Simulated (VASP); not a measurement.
TePb, space group Fm-3m (No. 225), a = 6.462 Å, b = 6.462 Å, c = 6.462 Å, α = 90.00°, β = 90.00°, γ = 90.00°

```json
{"site": "Pb", "Wyckoff": "4a", "x": "0.0000", "y": "0.0000", "z": "0.0000"}
{"site": "Te", "Wyckoff": "4b", "x": "0.5000", "y": "0.0000", "z": "0.0000"}
```

Source: an entry of the Crystallography Open Database, as set up for an electronic-structure calculation.

Question: Describe the coordination of Pb.

Answer: PbTe6: an essentially ideal octahedron (coordination number 6, S = 0.00; next best trigonal prism, S = 16.7). Bonds: 6 × Pb–Te 3.23 Å. The next neighbour, not counted, lies at 4.57 Å.

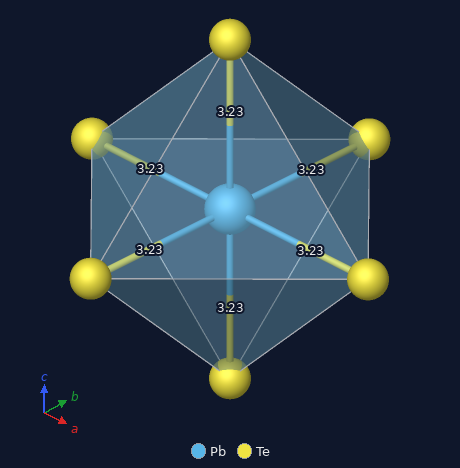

The polyhedron about Pb. The shape measure S (0 to 100) is the computed least-squares distance from an ideal polyhedron; S = 0 means ideal.
